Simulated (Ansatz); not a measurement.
## HgTe (model cell, started as CsCl type): the cell at rest

Wanted: the relaxed cell of HgTe (model cell, started as CsCl type).

Calculated with Ansatz 0.2.0; DFT PBEsol, scalar-relativistic, plane waves, PAW.

The structure was built from a prototype and need not be the compound's stable phase.

**1. Set-up**

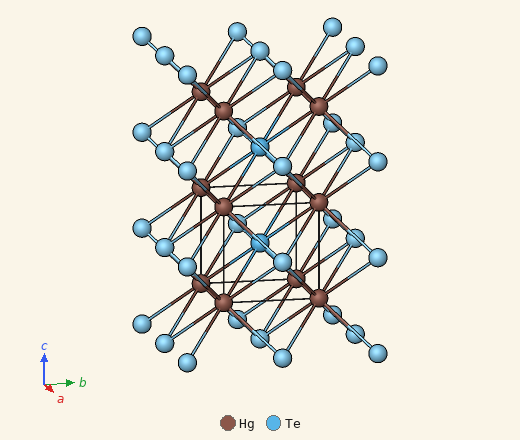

The cell as given, slightly off an axis (mercury brown, tellurium blue). 1×1×2 cells are drawn. Some periodic images of atoms are drawn too.

**2. Probe on a coarse mesh**

First a cheap look: the gap decides the mesh and the occupations, the pressure tells how far the cell has to move.

The input, input.yaml:

```yaml
crystal:
  lattice:
    - [3.87887, 0.0, 0.0]
    - [0.0, 3.87887, 0.0]
    - [0.0, 0.0, 3.87887]
  atoms:
    - { symbol: Hg, position: [0.0, 0.0, 0.0] }
    - { symbol: Te, position: [0.5, 0.5, 0.5] }
kpoints:
  mp_grid: { grid: [6, 6, 6] }
hamiltonian:
  xc: pbesol
scf:
  occupations: { method: gaussian, width: 0.1 }
output:
  forces: true
  stress: true
  eigenvalues: true
```

The run is started by

```
> ansatz run input.yaml --threads 4 --pin off --max-ram 7168MiB --backend cpu --events-out ev --progress --plain --runs-dir out
```

Numbers of over 12 decimals in the logs are rounded to 6 here.

Output:

```text
Engine: ansatz 0.2.0, aarch64-unknown-linux-gnu
Pseudopotentials: kind: paw
Pseudopotential: Hg, paw, valence charge 20, recommended cutoff 420 eV (normal), Hg.paw.azcp
Pseudopotential: Te, paw, valence charge 16, recommended cutoff 420 eV (normal), Te.paw.azcp
Functional definition: PBEsol
  exchange = pbesol_x
  correlation = pbesol_c
Crystal: 2 atoms, lattice volume = 58.360 Å³
[...]
--- Band table (eV; the first three rows and the last of 20) ---
  k-point 0: bands = [... 14 lower, 4.5186, 8.1111, 9.6738, 9.6738, 9.6738, 16.1451, 16.1451, 19.6612]
  k-point 1: bands = [... 14 lower, 4.5223, 6.9263, 9.9555, 9.9555, 10.4516, 16.2192, 16.7946, 18.5999]
  k-point 2: bands = [... 14 lower, 4.5297, 5.6164, 10.6110, 10.6110, 11.5056, 15.0516, 16.3985, 16.8790]
  k-point 19: bands = [... 14 lower, 4.7236, 9.0072, 9.0072, 9.0072, 9.3203, 11.8985, 11.8985, 11.8985]
[key lines of the parts left out:]
SCF converged after 6 iterations
Free energy (F): -20569.010037 eV
Fermi energy:    10.407623 eV
P = ⅓ Tr σ = -5.2657 GPa (-52.657 kbar)
```

Run time: 0.5 s. Hardware: 4 threads of Arm Neoverse V2, shared host; peak memory 0.32 GiB; 1.4 s of CPU time.

This step gave:

| Quantity | Value |
| --- | --- |
| pressure | -5.266 GPa |
| volume per atom | 29.18 Å³ |
| gap on the k-mesh | 0 eV |

The coarse mesh shows no gap and a pressure of -5.3 GPa.

**3. Relaxation**

The cell and atoms are relaxed, since residual forces and stress would shift the frequencies.

input.yaml, the sections that differ from step 2:

```yaml
kpoints:
  mp_grid: { grid: [10, 10, 10] }
relax:
  adjacent_minimum: "off"
  f_tol: 0.005
  max_steps: 80
  cell: { stress_tol: 0.05 }
# crystal, hamiltonian, scf, output: as in step 2
```

Output:

```text
[...]
Crystal: 2 atoms, lattice volume = 58.360 Å³
Basis set: ecut = 420 eV, 1189 PW (Γ), exchange–correlation on 54×54×54 points (8 copies of the dense FFT grid, shifted against one another)
Bands: 22, of which v1, the nominal top of the filled ones, is band 18 counted from 1 (17 counted from 0)
Symmetry: 48 space group operations
[...]
k-points: 56 of 1000
[...]
SCF iter   1: F=—  HF=-20569.004920 eV  |F-HF|=—  |Δ(HF+E_count)|=         —  Δρ=3.30e-3  dr2=6.01e-3  ethr=1.77e-3  ⟨swp⟩=6.0  Hψ=5587  notcnv=0
[...]
SCF iter   6: F=-20569.002694 eV  HF=-20569.002694 eV  |F-HF|=1.30e-8  |Δ(HF+E_count)|=   4.58e-8  Δρ=9.35e-6  dr2=4.93e-8  ethr=2.78e-10  ⟨swp⟩=6.5  Hψ=5294  notcnv=0
SCF 1 converged in 6 iterations: F = -20569.002694 eV  dr2 = 4.93e-8
[...]
relax step   1: F+E_penalty+E_count = -20569.00269377 eV  Δ(F+E_penalty+E_count) = +0.000e0 eV  max|allowed force component| = 9.203e-31 eV/Å  Δτ_max = 0.0000 Å  P = -5.339 GPa  Ω = 58.360 Å³  (6 SCF iters, dr2 threshold 1.00e-7 eV, accepted)
Crystal: 2 atoms, lattice volume = 51.191 Å³
Basis set: ecut = 420 eV, 1021 PW (Γ), exchange–correlation on 54×54×54 points (8 copies of the dense FFT grid, shifted against one another)
[...]
iter 1 solved again at ethr=1.66e-5 eV; its pass at ethr=3.10e-3 eV (dr2=5.99e-3 eV) is discarded
[...]
SCF iter   5: F=-20569.143038 eV  HF=-20569.143038 eV  |F-HF|=1.54e-9  |Δ(HF+E_count)|=   2.43e-7  Δρ=7.07e-6  dr2=1.54e-8  ethr=5.56e-10  ⟨swp⟩=6.6  Hψ=5360  notcnv=0
SCF 2 converged in 5 iterations: F = -20569.143038 eV  dr2 = 1.54e-8
relax step   2: F+E_penalty+E_count = -20569.14303766 eV  Δ(F+E_penalty+E_count) = -1.403e-1 eV  max|allowed force component| = 1.841e-30 eV/Å  Δτ_max = 0.0000 Å  P = -0.034 GPa  Ω = 51.191 Å³  energy of the carried Pulay correction = +1.572e-3 eV  (5 SCF iters, dr2 threshold 2.00e-7 eV, accepted)
Basis set: ecut = 420 eV, 1021 PW (Γ), exchange–correlation on 50×50×50 points (8 copies of the dense FFT grid, shifted against one another)
[...]
SCF iter   6: F=-20569.141538 eV  HF=-20569.141538 eV  |F-HF|=3.64e-12  |Δ(HF+E_count)|=  1.46e-11  Δρ=5.86e-8  dr2=2.26e-12  ethr=1.00e-12  ⟨swp⟩=6.4  Hψ=5756  notcnv=0
SCF 3 converged in 6 iterations: F = -20569.141538 eV  dr2 = 2.26e-12
relax step   3: F+E_penalty+E_count = -20569.14153816 eV  Δ(F+E_penalty+E_count) = +1.500e-3 eV  max|allowed force component| = 2.547e-30 eV/Å  Δτ_max = 0.0000 Å  P = -0.044 GPa  Ω = 51.191 Å³  stress off target by 4.42e-2 GPa  SCF on the basis re-selected at this cell (its energy is not comparable with the rows above)  (6 SCF iters)
basis re-selected at this cell: Δ(F+E_penalty+E_count) = +1.500e-3 eV, ΔP = -0.010 GPa vs the last step (what re-selecting the basis moved, of the pressure what is left beyond the Pulay correction that the steps carried, after the strain that the cell walked since its last selection, with what the two solves' SCF thresholds leave and, on support functions, any second-order correction that the steps lacked; it is no measure of the basis error at this ecutwfc). The dense FFT grid was sized anew with the basis: this SCF ran on 25×25×25 points, the steps before it on 27×27×27, so part of this shift can come from that change (see relax.cell in the input reference). [rest of the remark cut]
SCF converged after 6 iterations
Free energy (F): -20569.141538 eV
[...]
Internal energy: -20569.136513 eV  (E = F + TS)
E sigma→0 (E₀):  -20569.139026 eV
Entropy (-TS):   -0.005025 eV (-2.513 meV/atom)
Fermi energy:    12.774834 eV
[...]
--- Stress (GPa, compression-positive) ---
       -0.044229       0.000000      -0.000000
        0.000000      -0.044229       0.000000
       -0.000000       0.000000      -0.044229
  P = ⅓ Tr σ = -0.0442 GPa (-0.442 kbar)
--- Band table (eV; the first three rows and the last of 56) ---
  k-point 0: bands = [... 14 lower, 6.6249, 10.7643, 11.7713, 11.7713, 11.7713, 18.4432, 18.4432, 22.9523]
  k-point 1: bands = [... 14 lower, 6.6267, 9.8819, 11.9076, 11.9076, 12.4430, 18.4547, 18.8969, 22.2499]
  k-point 2: bands = [... 14 lower, 6.6315, 8.6668, 12.2846, 12.2846, 13.2159, 18.4867, 19.5290, 21.1424]
  k-point 55: bands = [... 14 lower, 6.9119, 11.2595, 11.2595, 11.2595, 11.7730, 13.7955, 13.7955, 13.7955]
--- Relaxed structure (2 steps of the walk, 2 accepted, 1 SCFs on fresh bases) ---
  F+E_penalty+E_count = -20569.14153816 eV   max|allowed force component| = 2.547e-30 eV/Å   (the final SCF, on the basis selected at the relaxed cell)
  cell:  # Å, volume = 51.1911 Å³
    - [3.713057, 0, 0]
    - [0, 3.713057, 0.0]
    - [0, 0.0, 3.713057]
  atoms:
    - { symbol: Hg, position: [0, 0, 0] }
    - { symbol: Te, position: [0.5, 0.5, 0.5] }
```

The job ended after 3 s (4 threads; peak memory 0.39 GiB).

The steps of the relaxation:

| step | energy less that of the first step (eV) | largest force component (eV/Å) | pressure (GPa) | volume (Å³) |
| --- | --- | --- | --- | --- |
| 1 | 0.0000 | 0.0000 | -5.34 | 58.36 |
| 2 | -0.1403 | 0.0000 | -0.03 | 51.19 |
| 3* | -0.1388 | 0.0000 | -0.04 | 51.19 |

Relaxation steps marked * repeat the geometry before them on a plane-wave basis chosen anew for their cell, so energy and pressure can jump there.

The run keeps the 48 symmetry operations that it works with, so distortions that break them were not tested.

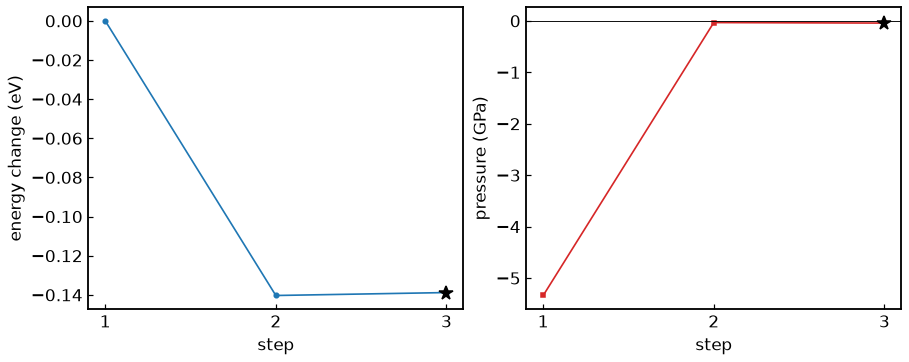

Energy and pressure along the relaxation. Stars mark steps on a basis chosen anew.

```csv
"conventional cell, symmetrised",before,after,change
a (Å),3.879,3.713,-4.3 %
b (Å),3.879,3.713,-4.3 %
c (Å),3.879,3.713,-4.3 %
volume (Å³/atom),29.18,25.60,-12.3 %
```

Final coordinates:

```
Hg Te
1.0
     3.71306    0.00000    0.00000
     0.00000    3.71306    0.00000
     0.00000    0.00000    3.71306
Hg Te
1 1
Direct
  0.00000 0.00000 0.00000
  0.50000 0.50000 0.50000
```

This step gave:

| Property | Result |
| --- | --- |
| pressure | -0.04423 GPa |
| volume per atom | 25.60 Å³ |

In this step the volume went from 29.18 to 25.60 Å³/atom.

**4. Relaxation**

The relaxation is repeated from its end on the same settings, as a check that it has come to rest.

input.yaml, the sections that differ from step 3:

```yaml
crystal:
  lattice:
    - [3.7130569498, 0.0, 0.0]
    - [0.0, 3.7130569498, 0.0]
    - [0.0, 0.0, 3.7130569498]
  atoms:
    - { symbol: Hg, position: [0.0, 0.0, 0.0] }
    - { symbol: Te, position: [0.5, 0.5, 0.5] }
output:
  forces: true
  stress: true
  eigenvalues: true
  write_density: true
  write_potential: true
  elf: true
  volumetric_format: npy
# kpoints, hamiltonian, scf, relax: as in step 3
```

Output:

```text
[...]
Crystal: 2 atoms, lattice volume = 51.191 Å³
Basis set: ecut = 420 eV, 1021 PW (Γ), exchange–correlation on 50×50×50 points (8 copies of the dense FFT grid, shifted against one another)
Bands: 22, of which v1, the nominal top of the filled ones, is band 18 counted from 1 (17 counted from 0)
[... 1 set-up line as in the run before ...]
[...]
k-points: 56 of 1000
[...]
k-point 55: bands = [... 14 lower, 6.9119, 11.2595, 11.2595, 11.2595, 11.7730, 13.7955, 13.7955, 13.7955]
--- Relaxed structure (1 steps of the walk, 1 accepted, 1 SCFs on fresh bases) ---
[...]
cell:  # Å, volume = 51.1911 Å³
    - [3.7130569498, 0.0, 0.0]
    - [0.0, 3.7130569498, 0.0]
    - [0.0, 0.0, 3.7130569498]
  atoms:
    - { symbol: Hg, position: [0.0, 0.0, 0.0] }
    - { symbol: Te, position: [0.5, 0.5, 0.5] }
[key lines of the parts left out:]
SCF converged after 4 iterations
Free energy (F): -20569.141538 eV
Fermi energy:    12.774835 eV
P = ⅓ Tr σ = -0.0442 GPa (-0.442 kbar)
```

Elapsed: 2 s, on 4 threads; peak memory 0.39 GiB; 7.1 s of CPU time.

Little changed from the start: no atom moved by 0.005 Å and no cell edge by 0.1 %.

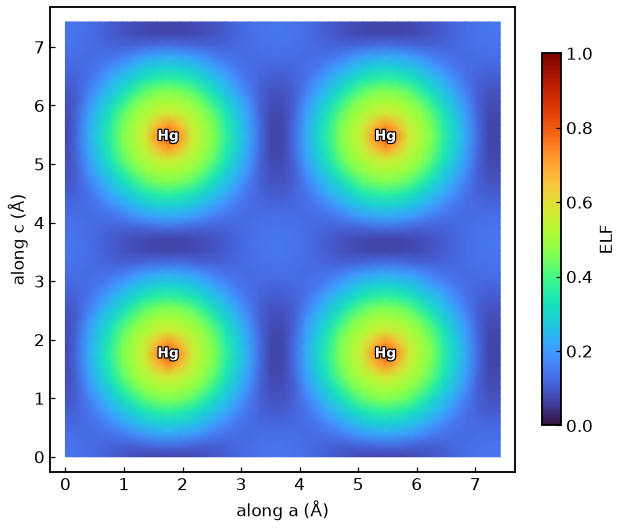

ELF in the ac plane at fractional y = 0.000, with atoms of Hg within 0.2 Å of it. It is the smooth field of the valence electrons, not physical close to the nuclei. The map starts off the cell's origin, so that atoms lie inside it.

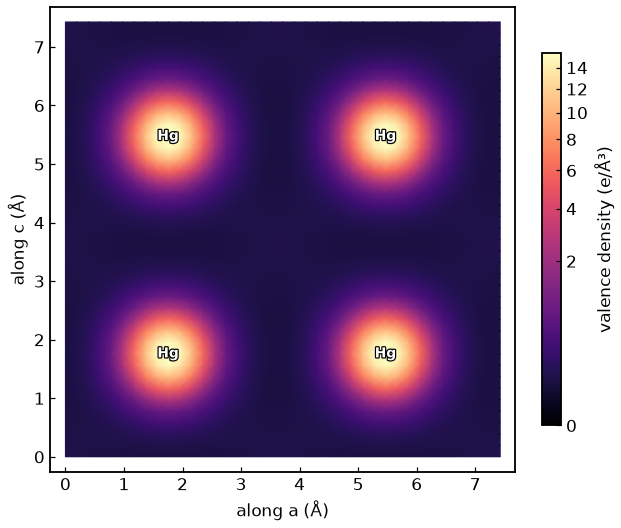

Valence density in the ac plane at fractional y = 0.000, with atoms of Hg within 0.2 Å of it. It is the smooth field of the valence electrons, not physical close to the nuclei. The map starts off the cell's origin, so that atoms lie inside it. The colour scale is stretched toward low values.

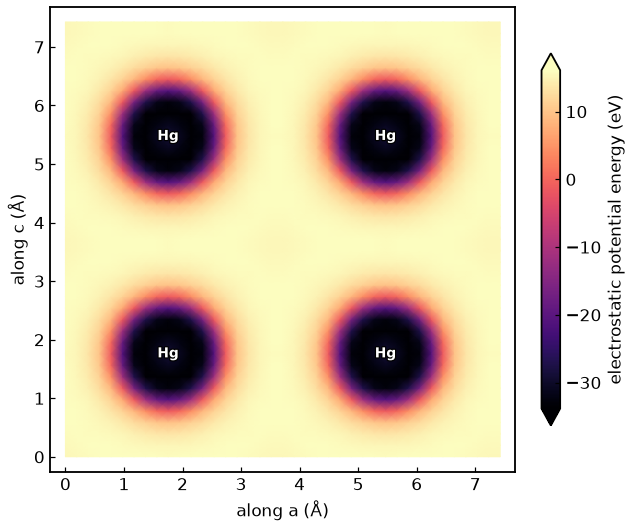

Electrostatic potential energy in the ac plane at fractional y = 0.000, with atoms of Hg within 0.2 Å of it. With pseudopotentials it is smooth inside the atoms' cores, unlike the true potential. The map starts off the cell's origin, so that atoms lie inside it.

In this step the volume went from 25.60 to 25.60 Å³/atom.

**5. Relaxing to small forces for the phonons**

Phonons need a cell at rest on their own settings, so the relaxation is repeated with tight tolerances on forces and stress on the k mesh and occupations of the first response run.

input.yaml, the sections that differ from step 4:

```yaml
kpoints:
  mp_grid: { grid: [12, 12, 12] }
scf:
  occupations: { method: methfessel_paxton, width: 0.15 }
output:
  forces: true
  stress: true
  eigenvalues: true
relax:
  adjacent_minimum: "off"
  f_tol: 0.001
  max_steps: 60
  cell: { stress_tol: 0.01 }
# crystal, hamiltonian: as in step 4
```

Output:

```text
[...]
Crystal: 2 atoms, lattice volume = 51.191 Å³
Basis set: ecut = 420 eV, 1021 PW (Γ), exchange–correlation on 50×50×50 points (8 copies of the dense FFT grid, shifted against one another)
Bands: 22, of which v1, the nominal top of the filled ones, is band 18 counted from 1 (17 counted from 0)
[... 1 set-up line as in the run before ...]
[...]
k-points: 84 of 1728
[...]
k-point 83: bands = [... 14 lower, 6.8403, 11.2522, 11.2522, 11.2522, 11.7147, 13.7642, 13.7642, 13.7642]
--- Relaxed structure (3 steps of the walk, 3 accepted, 1 SCFs on fresh bases) ---
[...]
cell:  # Å, volume = 51.2582 Å³
    - [3.714677, 0, 0]
    - [0, 3.714677, 0.0]
    - [0, 0.0, 3.714677]
  atoms:
    - { symbol: Hg, position: [0, 0, 0] }
    - { symbol: Te, position: [0.5, 0.5, 0.5] }
[key lines of the parts left out:]
SCF converged after 5 iterations
Free energy (F): -20569.125853 eV
Fermi energy:    12.775975 eV
P = ⅓ Tr σ = -0.0002 GPa (-0.002 kbar)
```

Run time: 4.8 s. Hardware: 4 threads; peak memory 0.41 GiB.

Little changed from the start: no atom moved by 0.005 Å and no cell edge by 0.1 %.

This step gave:

- pressure: -1.69e-4 GPa
- volume per atom: 25.63 Å³

The forces vanish by symmetry and the pressure is 0.000 GPa, within the tolerances set. The cell now holds 25.63 Å³/atom.

**6. Summary of results**

| Property | Result |
| --- | --- |
| space group after relaxation | Pm-3m |
| lattice constant a | 3.715 Å |
| lattice constant b | 3.715 Å |
| lattice constant c | 3.715 Å |
| volume per atom | 25.6 Å³ |

**Reading.** The forces vanish by symmetry and the pressure is 0.000 GPa, within the tolerances set. The cell now holds 25.63 Å³/atom. The relaxation keeps the symmetry of its start, so it says nothing on stability against lower symmetry. Spin-orbit coupling is left out, which can matter for the heavy elements here. The starting cell was built on a prototype and not taken from a measurement, so the phase need not exist.

[Logs are printed without paths, hosts, clocks, repeated set-up lines and the standing remarks that a program may print on its own settings, such as how far it seeks lower states.]

[Hosts, paths, dates, database ids (printed as entryN), source tags and the programs' standing remarks are cut or masked in the printed files.]
